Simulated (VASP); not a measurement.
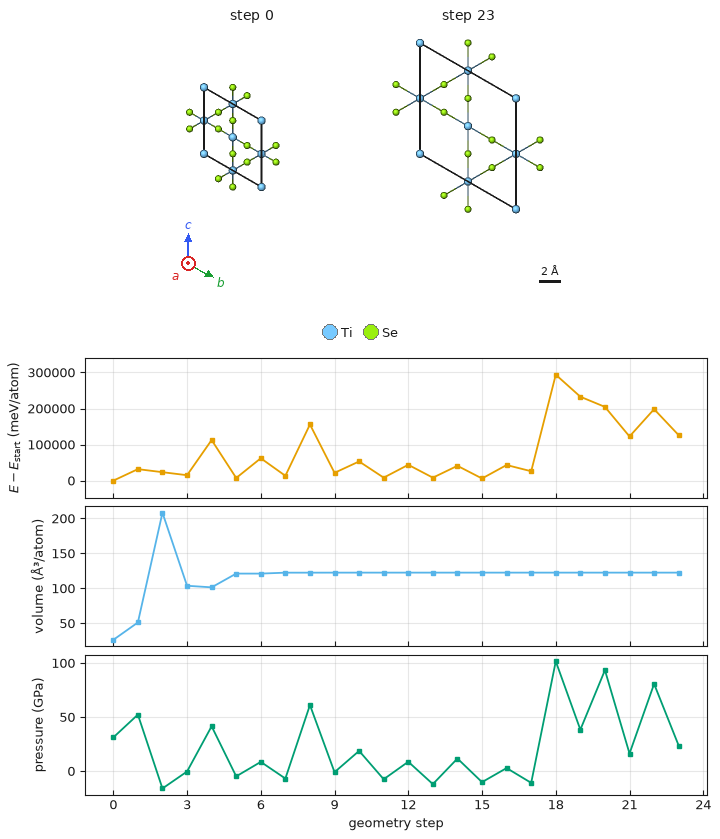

First and last geometry of a relaxation of crystalline Ti₂Se₃ (a generated structure, set up in Im-3m), with the history of the run. Style: ball-and-stick. Shown: the cell of the calculation, along the a axis.

The run lets cell and atoms move.

These are results of VASP 6.6.1, Kohn-Sham DFT of a periodic cell, PBE, VASP PAW PBE potentials, recommended, not measurements.

The input:
```
SYSTEM = Ti2Se3
PREC = Normal
ENCUT = 520
EDIFF = 1E-4
ISMEAR = 0
SIGMA = 0.15
LREAL = Auto
LASPH = .TRUE.
NELM = 60
ALGO = Fast
ISIF = 3
LWAVE = .FALSE.
LCHARG = .FALSE.
GGA = PE
IBRION = 2
NSW = 24
EDIFFG = -0.08
```

Launched with:
```bash
cat potpaw_PBE.64/Ti_sv/POTCAR potpaw_PBE.64/Se/POTCAR > POTCAR
mpirun -np 1 vasp_std > vasp.out
```

**Read the history and describe the run.**

The run was cut off at its time limit before the relaxation converged, so the last structure is only a point on the way. After 23 geometry steps the energy has risen by 126172 meV per atom. All forces vanish by symmetry, so only the cell relaxes. Pressure: 31.15 GPa at the start and 23.65 GPa at the end. The atoms keep their places relative to the cell (all moves are under 0.005 Å). The drawn cell changes as follows: a = b = c 7.000 → 11.677 Å (+66.8 %); the volume changes by +364.2 %. Some distances before and after: Se–Se 2.858 → 4.767 Å, Se–Ti 2.021 → 3.371 Å. The space group stays Im-3m (No. 229). The run ends above its starting energy, so the optimiser went astray. The volume changes by over a tenth within one run on a fixed set of plane waves, so the end point should be relaxed again from the new cell.

| step | E − E(0), meV/atom | pressure, GPa | volume, Å³/atom |
| --- | --- | --- | --- |
| 0 | 0.00 | 31.15 | 26.403 |
| 1 | 31943.55 | 52.30 | 51.279 |
| 2 | 23506.47 | -16.06 | 208.266 |
| 3 | 15125.68 | -0.37 | 103.794 |
| 4 | 112683.99 | 41.49 | 101.529 |
| 5 | 7454.45 | -4.85 | 121.201 |
| 6 | 62145.40 | 8.55 | 121.179 |
| 7 | 13459.78 | -6.86 | 122.522 |
| 8 | 155842.05 | 61.14 | 122.522 |
| 9 | 21687.66 | -0.98 | 122.568 |
| 10 | 53268.39 | 18.73 | 122.568 |
| 11 | 8320.86 | -7.52 | 122.572 |
| 12 | 44004.20 | 8.67 | 122.572 |
| 13 | 8282.48 | -12.02 | 122.576 |
| 14 | 41172.94 | 11.66 | 122.574 |
| 15 | 6028.21 | -10.21 | 122.575 |
| 16 | 43369.78 | 2.83 | 122.574 |
| 17 | 26093.98 | -10.87 | 122.574 |
| 18 | 293857.94 | 101.61 | 122.574 |
| 19 | 232797.69 | 38.36 | 122.574 |
| 20 | 204572.75 | 93.42 | 122.574 |
| 21 | 122599.11 | 16.29 | 122.575 |
| 22 | 198258.15 | 80.70 | 122.575 |
| 23 | 126171.69 | 23.65 | 122.575 |
